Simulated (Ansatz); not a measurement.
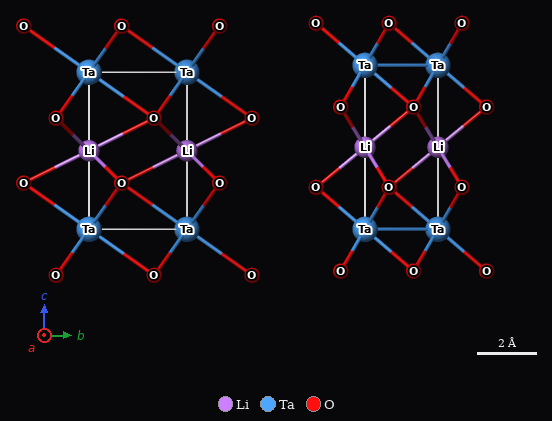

Two geometries of a crystal of LiTaO2 (a generated structure, set up in P-3m1) (coarse preliminary run), drawn at one scale. One is the start of a relaxation, the other its converged end. A ball-and-stick model of the cell of the calculation, seen along the a axis.

The calculation used DFT PBE, scalar-relativistic, plane waves, PAW in Ansatz. Settings: plane-wave cutoff 420 eV; k-point mesh 6 × 6 × 4; occupations gaussian; smearing width 0.1 eV; no spin polarisation; cell and atoms relaxed; force threshold 0.04 eV/Å; at most 70 steps.

> Which of the two is the end point?

The right one is the relaxed one. The largest moves relative to the cell, 0.21 Å, are those of O atoms. Li and Ta stay in place. The volume changes by −42.1 %, with a = b 3.835 → 2.857 Å (−25.5 %), c 5.327 → 5.563 Å (+4.4 %). Some distances before and after: Ta–Ta 3.835 → 2.857 Å, O–Ta 2.711 → 2.176 Å, Li–O 2.473 → 2.139 Å, Li–Ta 2.664 → 2.781 Å. Among the angles between lasting bonds that change: O–Ta–O 89.9° → 97.9°, Ta–O–Ta 90.1° → 82.1°, O–Ta–O 90.1° → 82.1°. The space group stays P-3m1 (No. 164). The energy falls by 1948 meV per atom in 10 accepted moves (12 points after the start). The largest force component goes from 3.3 to 0.00011 eV/Å. Pressure: −31.45 GPa at the start and −0.02 GPa at the end. The SCF was repeated twice at an unchanged geometry on a basis and grid sized afresh for the cell, which shifted the energy by 2.3 meV per atom at most. The run took 25 s on 1 thread of Arm Neoverse V1 (shared host), peak memory 0.34 GiB.
